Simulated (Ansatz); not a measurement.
This input was run:

```
crystal:
  lattice:
    - [4.0546238323, 0.0, 0.0]
    - [2.027220712, 3.5114598967, 0.0]
    - [0.0, 0.0, 33.5871396044]
  atoms:
    - { symbol: Al, position: [1.49961e-05, 1.49961e-05, 0.3275063054] }
    - { symbol: Al, position: [0.6666916602, 0.6666916602, 0.3767902181] }
    - { symbol: Cu, position: [2.99922e-05, 2.99922e-05, 0.4014321745] }
    - { symbol: Al, position: [0.3333683243, 0.3333683243, 0.4260741309] }
    - { symbol: Al, position: [4.49884e-05, 4.49884e-05, 0.4753580436] }
    - { symbol: Cu, position: [0.3333833204, 0.3333833204, 0.5] }
    - { symbol: Al, position: [0.6667216525, 0.6667216525, 0.5246419564] }
    - { symbol: Al, position: [0.3333983165, 0.3333983165, 0.5739258691] }
    - { symbol: Cu, position: [0.6667366486, 0.6667366486, 0.5985678255] }
    - { symbol: Al, position: [7.49806e-05, 7.49806e-05, 0.6232097819] }
    - { symbol: Al, position: [0.6667516447, 0.6667516447, 0.6724936946] }
basis:
  ecutwfc: 500
kpoints:
  mp_grid: { grid: [9, 9, 1] }
hamiltonian:
  xc: r2scan
scf:
  occupations: { method: gaussian, width: 0.1 }
output:
  forces: true
  stress: true
  eigenvalues: true
  write_density: true
  write_potential: true
  elf: true
  volumetric_format: npy
efield:
  axis: 3
  dipole_correction: true
  ramp_width: 0.04
```

Launched with:
```bash
ansatz run input.yaml --threads 1 --pin off --max-ram 2560MiB --backend cpu --events-out ev --progress --plain --runs-dir out
```

What does the potential across the slab give for the work function?

The work function is 4.47 eV, the same on both faces. The two vacuum levels agree, so the slab has no net dipole along its normal. The outermost atoms are 11.6 Å apart, which leaves 22.0 Å of vacuum in a cell 33.6 Å high.

The atoms aren't at rest in this cell (largest force 0.3 eV/Å), so the relaxed material can differ.

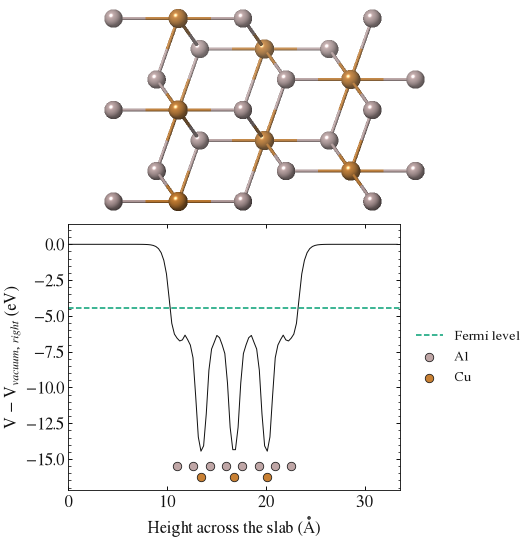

Plane-averaged electrostatic potential energy of an electron across the slab; circles at the bottom mark the heights of the atoms. The structure is drawn too.
